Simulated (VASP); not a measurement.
# Binding against coverage on NbN(001), part 3 of 4

How do binding energy and the level below the vacuum change as the layer fills? Model: NbN(001), 2 x 2, four layers.

VASP 6.6.1, plane waves and PAW; the level of theory is named at each step.

So far: Set-up; Relax the state, PBEsol; Potential of the state, PBEsol.

## 4. Relax the state, PBEsol

State “3 of 4 Nb sites hold F”: the free atoms relax, with the lowest layers held.

Level: PBEsol; plane waves and PAW (Nb_sv, N, F).

System, named by how it was started: F on NbN(001). The cell holds 35 atoms: 16 Nb, 16 N and 3 F. Cell: a = 6.208 Å, b = 6.208 Å, c = 24.435 Å, α = 90.0°, β = 90.0°, γ = 90.0°. It derives from NbN. Vacuum lies along c.

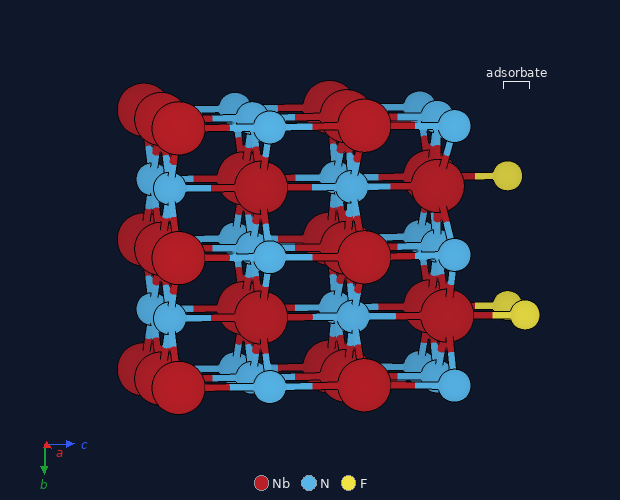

The cell at the end of this step (niobium red, nitrogen blue, fluorine yellow). Some periodic images of atoms are drawn too.

Contents of INCAR:

```
SYSTEM = Nb16N16F3
PREC = Normal
ENCUT = 400
EDIFF = 1E-05
NELM = 120
ISMEAR = 1
SIGMA = 0.1
LREAL = Auto
ALGO = Fast
GGA = PS
NBANDS = 184
LASPH = .TRUE.
LORBIT = 11
LWAVE = .FALSE.
LCHARG = .FALSE.
KPAR = 4
NCORE = 2
IBRION = 2
NSW = 80
ISIF = 2
EDIFFG = -0.04
POTIM = 0.4
MAXMIX = 40
IDIPOL = 3
LDIPOL = .TRUE.
DIPOL = 0.5 0.5 0.48
ISYM = 2
```

Contents of POSCAR:

```
Nb16N16F3
1.0
    6.2083975390      0.0000000000      0.0000000000
    0.0000000000      6.2083975390      0.0000000000
    0.0000000000      0.0000000000     24.4350000000
Nb N F
16 16 3
Selective dynamics
Direct
    0.0000000000      0.0000000000      0.3273992220  F F F
    0.0000000000      0.5000000000      0.3273992220  F F F
    0.5000000000      0.0000000000      0.3273992220  F F F
    0.5000000000      0.5000000000      0.3273992220  F F F
    0.2500000000      0.2500000000      0.4172293840  F F F
    0.2500000000      0.7500000000      0.4172293840  F F F
    0.7500000000      0.2500000000      0.4172293840  F F F
    0.7500000000      0.7500000000      0.4172293840  F F F
    0.0000000000      0.0000000000      0.5070595460  T T T
    0.0000000000      0.5000000000      0.5070595460  T T T
    0.5000000000      0.0000000000      0.5070595460  T T T
    0.5000000000      0.5000000000      0.5070595460  T T T
    0.2500000000      0.2500000000      0.5968897070  T T T
    0.2500000000      0.7500000000      0.5968897070  T T T
    0.7500000000      0.2500000000      0.5968897070  T T T
    0.7500000000      0.7500000000      0.5968897070  T T T
    0.2500000000      0.2500000000      0.3273992220  F F F
    0.2500000000      0.7500000000      0.3273992220  F F F
    0.7500000000      0.2500000000      0.3273992220  F F F
    0.7500000000      0.7500000000      0.3273992220  F F F
    0.0000000000      0.0000000000      0.4172293840  F F F
    0.0000000000      0.5000000000      0.4172293840  F F F
    0.5000000000      0.0000000000      0.4172293840  F F F
    0.5000000000      0.5000000000      0.4172293840  F F F
    0.2500000000      0.2500000000      0.5070595460  T T T
    0.2500000000      0.7500000000      0.5070595460  T T T
    0.7500000000      0.2500000000      0.5070595460  T T T
    0.7500000000      0.7500000000      0.5070595460  T T T
    0.0000000000      0.0000000000      0.5968897070  T T T
    0.0000000000      0.5000000000      0.5968897070  T T T
    0.5000000000      0.0000000000      0.5968897070  T T T
    0.5000000000      0.5000000000      0.5968897070  T T T
    0.2500000000      0.2500000000      0.6726007780  T T T
    0.2500000000      0.7500000000      0.6726007780  T T T
    0.7500000000      0.7500000000      0.6726007780  T T T
```

Contents of KPOINTS:

```
Automatic mesh
0
Gamma
4 4 1
0 0 0
```

The projector-augmented-wave data sets are Nb_sv, N and F (PBE family, release 64).

The run is started by

```console
> mpirun -np 8 vasp_std
```

The log of the run:

```text
[banner, memory and clock lines left out]
running    8 mpi-ranks, on    1 nodes
[...]
[... a notice as in an earlier step ...]

 LDA part: xc-table for (Slater+PW92), standard interpolation
 POSCAR, INCAR and KPOINTS ok, starting setup
[...]
entering main loop
       N       E                     dE             d eps       ncg     rms          rms(c)
DAV:   1     0.318593138573E+04    0.31859E+04   -0.15301E+05  2640   0.131E+03
DAV:   2    -0.736241374912E+02   -0.32596E+04   -0.31889E+04  2864   0.523E+02
DAV:   3    -0.382766555707E+03   -0.30914E+03   -0.30405E+03  2832   0.134E+02
DAV:   4    -0.418379390925E+03   -0.35613E+02   -0.35381E+02  4264   0.458E+01
[...]
RMM:  16    -0.360472003979E+03   -0.15289E-01   -0.15677E-01  3914   0.587E-01    0.164E-01
RMM:  17    -0.360484499451E+03   -0.12495E-01   -0.11836E-01  3944   0.448E-01    0.997E-02
RMM:  18    -0.360492358222E+03   -0.78588E-02   -0.69866E-02  3965   0.351E-01    0.620E-02
WARNING in EDDRMM: call to ZHEGV failed, returncode =   6  3    125
[...]
12 F= -.36095230E+03 E0= -.36095082E+03  d E =-.544492E-02
  13 F= -.36095248E+03 E0= -.36095105E+03  d E =-.562574E-02
  14 F= -.36095716E+03 E0= -.36095587E+03  d E =-.468061E-02
[...]
WARNING in EDDRMM: call to ZHEGV failed, returncode =   8  4     68
[...]
WARNING in EDDRMM: call to ZHEGV failed, returncode =   6  3    139
  15 F= -.36095918E+03 E0= -.36095796E+03  d E =-.669547E-02
[...]
WARNING in EDDRMM: call to ZHEGV failed, returncode =   6  3    118
  16 F= -.36096132E+03 E0= -.36095984E+03  d E =-.214195E-02
  17 F= -.36096138E+03 E0= -.36095996E+03  d E =-.220054E-02
[...]
WARNING in EDDRMM: call to ZHEGV failed, returncode =   6  3    137
  18 F= -.36096225E+03 E0= -.36096062E+03  d E =-.879292E-03
  19 F= -.36096227E+03 E0= -.36096058E+03  d E =-.899412E-03
  20 F= -.36096229E+03 E0= -.36096062E+03  d E =-.913682E-03
  21 F= -.36096229E+03 E0= -.36096061E+03  d E =-.914125E-03
  22 F= -.36096229E+03 E0= -.36096062E+03  d E =-.917301E-03
  23 F= -.36096263E+03 E0= -.36096093E+03  d E =-.334564E-03
 trial-energy change:   -0.000335  1 .order   -0.000373   -0.000486   -0.000260
 step:   2.0683(harm=  2.0683)  dis= 0.00345  next Energy=  -360.962815 (dE=-0.522E-03)
 reached required accuracy - stopping structural energy minimisation
```

Wall time 16 min (8 MPI ranks of Intel Xeon 6975P-C (Granite Rapids), shared host); peak memory 3.6 GiB.

From OUTCAR (step 4):

```text
  Total      -46.5122977    -46.5122977    -20.5801279      0.0000000      0.0000000     -0.0000000
  in kB      -79.1237745    -79.1237745    -35.0096100      0.0000000      0.0000000     -0.0000000
  external PRESSURE =     -64.4190530 kB  Pullay stress =       0.0000000 kB

 POSITION                                       TOTAL-FORCE (eV/Angst)
 -----------------------------------------------------------------------------------
      0.00000      0.00000      8.00000         0.079889     -0.079889      2.566623
      0.00000      3.10420      8.00000         0.079889      0.079889      2.566623
      3.10420      0.00000      8.00000        -0.079889     -0.079889      2.566623
      3.10420      3.10420      8.00000        -0.079889      0.079889      2.566623
      1.55210      1.55210     10.19500        -0.000000      0.000000     -0.012102
      1.55210      4.65630     10.19500        -0.000000     -0.000000     -0.584010
      4.65630      1.55210     10.19500        -0.000000      0.000000     -0.780319
      4.65630      4.65630     10.19500        -0.000000      0.000000     -0.012102
      0.02185      6.18655     12.46928         0.002152     -0.002152      0.014300
      0.02185      3.12605     12.46928         0.002152      0.002152      0.014300
      3.08235      6.18655     12.46928        -0.002152     -0.002152      0.014300
      3.08235      3.12605     12.46928        -0.002152      0.002152      0.014300
      1.55210      1.55210     14.67723        -0.000000      0.000000      0.020025
      1.55210      4.65630     14.68285        -0.000000      0.000000      0.022571
[...]
-----------------------------------------------------------------------------------
    total drift:                                0.000000      0.000000     -0.007239

  FREE ENERGIE OF THE ION-ELECTRON SYSTEM (eV)
  ---------------------------------------------------
  free  energy   TOTEN  =      -360.9626274391 eV

  energy  without entropy=     -360.9575394550  energy(sigma->0) =     -360.96093144

[... 1 part as in an earlier step ...]

[... 3 further parts left out ...]
[key lines of the parts left out:]
E-fermi :   2.0254
```

Read from the output:

- energy(sigma→0) of the program: -360.9609 eV
- ionic steps: 23

## 5. Potential of the state, PBEsol

State “3 of 4 Nb sites hold F”: a tighter run that also writes the potential.

Level: PBEsol; plane waves and PAW (Nb_sv, N, F).

Contents of INCAR:

```
SYSTEM = Nb16N16F3
PREC = Normal
ENCUT = 400
EDIFF = 1E-06
NELM = 120
ISMEAR = 1
SIGMA = 0.1
LREAL = Auto
ALGO = Fast
GGA = PS
NBANDS = 184
LASPH = .TRUE.
LORBIT = 11
LWAVE = .FALSE.
LCHARG = .FALSE.
KPAR = 4
NCORE = 2
IDIPOL = 3
LDIPOL = .TRUE.
DIPOL = 0.5 0.5 0.481
LVHAR = .TRUE.
LVACPOTAV = .TRUE.
NEDOS = 1500
```

Contents of POSCAR:

```
Nb16N16F3
1.0
    6.2083975390      0.0000000000      0.0000000000
    0.0000000000      6.2083975390      0.0000000000
    0.0000000000      0.0000000000     24.4350000000
Nb N F
16 16 3
Selective dynamics
Direct
    0.0000000000      0.0000000000      0.3273992220  F F F
    0.0000000000      0.5000000000      0.3273992220  F F F
    0.5000000000      0.0000000000      0.3273992220  F F F
    0.5000000000      0.5000000000      0.3273992220  F F F
    0.2500000000      0.2500000000      0.4172293840  F F F
    0.2500000000      0.7500000000      0.4172293840  F F F
    0.7500000000      0.2500000000      0.4172293840  F F F
    0.7500000000      0.7500000000      0.4172293840  F F F
    0.0035191394      0.9964808606      0.5103042348  T T T
    0.0035191394      0.5035191394      0.5103042348  T T T
    0.4964808606      0.9964808606      0.5103042348  T T T
    0.4964808606      0.5035191394      0.5103042348  T T T
    0.2500000000      0.2500000000      0.6006642025  T T T
    0.2500000000      0.7500000000      0.6008943278  T T T
    0.7500000000      0.2500000000      0.5912682580  T T T
    0.7500000000      0.7500000000      0.6006642025  T T T
    0.2500000000      0.2500000000      0.3273992220  F F F
    0.2500000000      0.7500000000      0.3273992220  F F F
    0.7500000000      0.2500000000      0.3273992220  F F F
    0.7500000000      0.7500000000      0.3273992220  F F F
    0.0000000000      0.0000000000      0.4172293840  F F F
    0.0000000000      0.5000000000      0.4172293840  F F F
    0.5000000000      0.0000000000      0.4172293840  F F F
    0.5000000000      0.5000000000      0.4172293840  F F F
    0.2500000000      0.2500000000      0.5080722156  T T T
    0.2500000000      0.7500000000      0.5075626056  T T T
    0.7500000000      0.2500000000      0.5066594854  T T T
    0.7500000000      0.7500000000      0.5080722156  T T T
    0.9981752300      0.0018247700      0.5992643084  T T T
    0.9981752300      0.4981752300      0.5992643084  T T T
    0.5018247700      0.0018247700      0.5992643084  T T T
    0.5018247700      0.4981752300      0.5992643084  T T T
    0.2500000000      0.2500000000      0.6772080639  T T T
    0.2500000000      0.7500000000      0.6771583580  T T T
    0.7500000000      0.7500000000      0.6772080639  T T T
```

KPOINTS is that of step 4.

The run is started by

```console
> mpirun -np 8 vasp_std
```

The log of the run:

```text
[... set-up lines as in an earlier step ...]
 entering main loop
       N       E                     dE             d eps       ncg     rms          rms(c)
DAV:   1     0.317740710290E+04    0.31774E+04   -0.15291E+05  2640   0.131E+03
DAV:   2    -0.770062863600E+02   -0.32544E+04   -0.31852E+04  2872   0.523E+02
DAV:   3    -0.383860777722E+03   -0.30685E+03   -0.30202E+03  2848   0.133E+02
DAV:   4    -0.418318580248E+03   -0.34458E+02   -0.34235E+02  4248   0.449E+01
[...]
RMM:  24    -0.360959417872E+03   -0.10029E-02   -0.10157E-02  4205   0.102E-01    0.405E-02
RMM:  25    -0.360960202208E+03   -0.78434E-03   -0.76096E-03  4196   0.911E-02    0.976E-02
RMM:  26    -0.360960824250E+03   -0.62204E-03   -0.54098E-03  4254   0.777E-02    0.499E-02
WARNING in EDDRMM: call to ZHEGV failed, returncode =   8  4    131
RMM:  27    -0.360961256388E+03   -0.43214E-03   -0.43575E-03  4203   0.629E-02    0.378E-02
RMM:  28    -0.360961559767E+03   -0.30338E-03   -0.30365E-03  4055   0.503E-02    0.361E-02
[...]
num prob  num prob  num prob  num prob  num prob RMM:  44    -0.360962614319E+03   -0.59106E-05   -0.59997E-05  2179   0.533E-03    0.597E-03
 num prob WARNING in EDDRMM: call to ZHEGV failed, returncode =   6  3    117
 num prob  num prob WARNING in EDDRMM: call to ZHEGV failed, returncode =   6  3    129
RMM:  45    -0.360962619445E+03   -0.51256E-05   -0.51377E-05  2107   0.490E-03    0.732E-03
 num prob  num prob RMM:  46    -0.360962623258E+03   -0.38132E-05   -0.39004E-05  2053   0.433E-03    0.773E-03
 num prob  num prob  num prob RMM:  47    -0.360962626459E+03   -0.32005E-05   -0.32703E-05  1822   0.355E-03    0.810E-03
RMM:  48    -0.360962629371E+03   -0.29126E-05   -0.29509E-05  1768   0.316E-03    0.753E-03
 num prob  num prob  num prob RMM:  49    -0.360962631323E+03   -0.19518E-05   -0.20271E-05  1501   0.254E-03    0.750E-03
 num prob  num prob RMM:  50    -0.360962632826E+03   -0.15033E-05   -0.15439E-05  1444   0.229E-03    0.769E-03
 num prob RMM:  51    -0.360962634270E+03   -0.14438E-05   -0.14571E-05  1356   0.203E-03    0.791E-03
 num prob  num prob RMM:  52    -0.360962635191E+03   -0.92083E-06   -0.95157E-06  1317   0.183E-03
 [... a notice as in an earlier step ...]

   1 F= -.36096264E+03 E0= -.36096094E+03  d E =-.509502E-02
```

Wall time 2.9 min (8 MPI ranks); peak memory 3.3 GiB.

From OUTCAR (step 5):

```text
  Total      -46.5562698    -46.5562698    -20.6254914      0.0000000      0.0000000      0.0000000
  in kB      -79.1985771    -79.1985771    -35.0867795      0.0000000      0.0000000      0.0000000
  external PRESSURE =     -64.4946446 kB  Pullay stress =       0.0000000 kB

 POSITION                                       TOTAL-FORCE (eV/Angst)
 -----------------------------------------------------------------------------------
      0.00000      0.00000      8.00000         0.079559     -0.079559      2.567837
      0.00000      3.10420      8.00000         0.079559      0.079559      2.567837
      3.10420      0.00000      8.00000        -0.079559     -0.079559      2.567837
      3.10420      3.10420      8.00000        -0.079559      0.079559      2.567837
      1.55210      1.55210     10.19500         0.000000     -0.000000     -0.011971
      1.55210      4.65630     10.19500         0.000000     -0.000000     -0.582964
      4.65630      1.55210     10.19500         0.000000     -0.000000     -0.779791
      4.65630      4.65630     10.19500         0.000000     -0.000000     -0.011971
      0.02185      6.18655     12.46928         0.003467     -0.003467      0.013697
      0.02185      3.12605     12.46928         0.003467      0.003467      0.013697
      3.08235      6.18655     12.46928        -0.003467     -0.003467      0.013697
      3.08235      3.12605     12.46928        -0.003467      0.003467      0.013697
      1.55210      1.55210     14.67723         0.000000      0.000000      0.019997
      1.55210      4.65630     14.68285         0.000000      0.000000      0.021255
[...]
-----------------------------------------------------------------------------------
    total drift:                                0.000000      0.000000     -0.033519

  FREE ENERGIE OF THE ION-ELECTRON SYSTEM (eV)
  ---------------------------------------------------
  free  energy   TOTEN  =      -360.9626351910 eV

  energy  without entropy=     -360.9575401676  energy(sigma->0) =     -360.96093685

[... 2 parts as in an earlier step ...]

[... 1 further part left out ...]
[key lines of the parts left out:]
E-fermi :   2.0258
```

Numbers from this step:

```
energy(sigma→0) of the program      : -360.9609 eV
work function, upper and lower side : 6.57, 3.29 eV
```

VASP warns that it found no field-free region by its own threshold; the planar potential, read 60 % of the way from the top atom to the cell's edge, stands at 6.57 eV above the Fermi level.

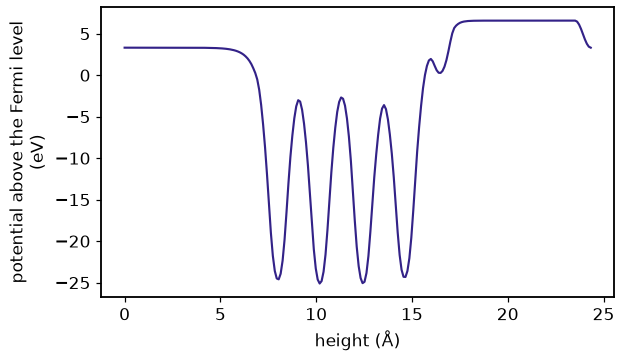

Planar average of the electrostatic potential. The step near the cell's edge is that of the dipole correction.

(Continued in part 4 of 4.)

[Lines on the potential files, build, host, timing and source positions are cut from VASP's logs without a mark.]

[Logs are printed without paths, hosts, clocks, repeated set-up lines and the standing remarks that a program may print on its own settings, such as how far it seeks lower states.]

[Hosts, paths, dates, database ids (printed as entryN), source tags and the programs' standing remarks are cut or masked in the printed files.]
